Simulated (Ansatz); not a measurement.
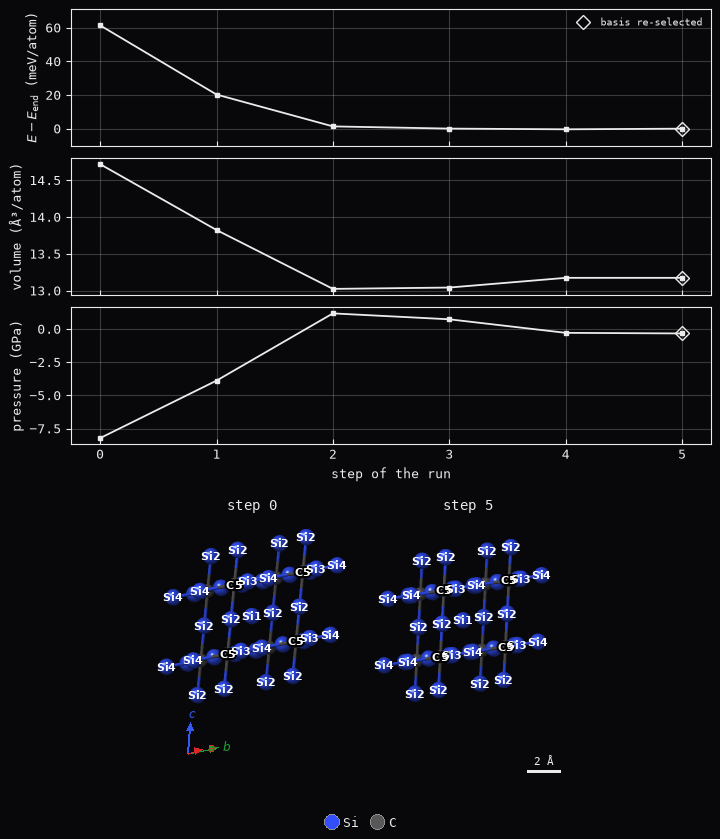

First and last geometry of a relaxation of a crystal of Si₄C (a generated structure, set up in R-3m) (coarse preliminary run), with the history of the run. A ball-and-stick model of the cell of the calculation, seen from a free direction.

Level of theory: Ansatz, DFT PBE, scalar-relativistic, plane waves, PAW.

Input file:
```yaml
crystal:
  lattice:
    - [2.63748916, 1.52275508, 3.05391114]
    - [-2.63748916, 1.52275508, 3.05391114]
    - [0.0, -3.04551015, 3.05391114]
  atoms:
    - { symbol: Si, position: [0.5, 0.5, 0.5] }
    - { symbol: Si, position: [0.0, 0.0, 0.5] }
    - { symbol: Si, position: [0.5, 0.0, 0.0] }
    - { symbol: Si, position: [0.0, 0.5, 0.0] }
    - { symbol: C, position: [0.0, 0.0, 0.0] }
basis:
  ecutwfc: 420
kpoints:
  mp_grid: { grid: [6, 6, 6] }
hamiltonian:
  xc: pbe
scf:
  occupations: { method: gaussian, width: 0.1 }
  lower_state_search: "off"
output:
  forces: true
  stress: true
  eigenvalues: true
relax:
  adjacent_minimum: "off"
  f_tol: 0.04
  max_steps: 70
  cell: { stress_tol: 0.4 }
```

Run as
```bash
ansatz run input.yaml --threads 1 --pin off --max-ram 2560MiB --backend cpu --events-out ev --progress --plain --runs-dir out
```

Q: Did the run converge, and what did it change?

A: It converged. The atoms keep their places relative to the cell (all moves are under 0.005 Å). The volume changes by −10.5 %, with a = b = c 4.313 → 4.099 Å (−5.0 %), α 75.4° → 79.7°, β 75.4° → 79.7°, γ 75.4° → 79.7°. Among the contacts that change: Si2–C5 2.156 → 2.049 Å. Among the angles between lasting bonds that change: Si2–C5–Si3 75.4° → 79.7°, Si2–C5–Si3 104.6° → 100.3°. The space group stays R-3m (No. 166). Over 4 accepted moves (5 points after the start) the energy falls by 61.4 meV per atom. All forces vanish by symmetry, so only the cell relaxes. Pressure: −8.22 GPa at the start and −0.33 GPa at the end. The SCF was repeated once at an unchanged geometry on a basis and grid sized afresh for the cell, which shifted the energy by 0.4 meV per atom at most.
